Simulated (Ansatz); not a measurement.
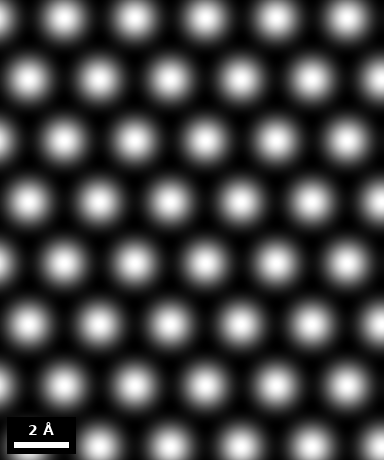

An image along [111] of one of the structures below (computed or model cells, partly hypothetical, each in its standard cell). Simulated incoherent Z contrast: every atom adds Z^1.7 spread by a probe of 1.30 Å full width; channelling and multiple scattering are left out. The probe carries 25 % of its weight in a tail 2.5 times as wide.

A. W
Space group Im-3m (No. 229). a = 3.160 Å, b = 3.160 Å, c = 3.160 Å, α = 90.00°, β = 90.00°, γ = 90.00°
| atom | site | symmetry | x | y | z |
| --- | --- | --- | --- | --- | --- |
| W | 2a | m-3m | 0.0000 | 0.0000 | 0.0000 |

B. Ge
Space group Fd-3m:1 (No. 227). a = 5.660 Å, b = 5.660 Å, c = 5.660 Å, α = 90.00°, β = 90.00°, γ = 90.00°
```json
{"atom": "Ge", "site": "8a", "symmetry": "-43m", "x": "0.0000", "y": "0.0000", "z": "0.0000"}
```

C. TiO
Space group P4_2/mmc (No. 131). a = 3.169 Å, b = 3.169 Å, c = 4.884 Å, α = 90.00°, β = 90.00°, γ = 90.00°
| atom | site | symmetry | x | y | z |
| --- | --- | --- | --- | --- | --- |
| Ti | 2c | mmm. | 0.0000 | 0.5000 | 0.0000 |
| O | 2e | -4m2 | 0.0000 | 0.0000 | 0.2500 |

D. Cu
Space group Fm-3m (No. 225). a = 3.577 Å, b = 3.577 Å, c = 3.577 Å, α = 90.00°, β = 90.00°, γ = 90.00°
```tsv
atom	site	symmetry	x	y	z
Cu	4a	m-3m	0.0000	0.0000	0.0000
```

### Which structure was imaged?

A, W. Along [111] the projected cells are A 2.58 × 2.58 Å, 120°; B 2.31 × 2.31 Å, 120°; C 2.78 × 2.78 Å, 107°; D 1.46 × 1.46 Å, 120°. The image repeats as A does.

Structure A: the geometry given to an electronic-structure calculation, possibly off equilibrium.
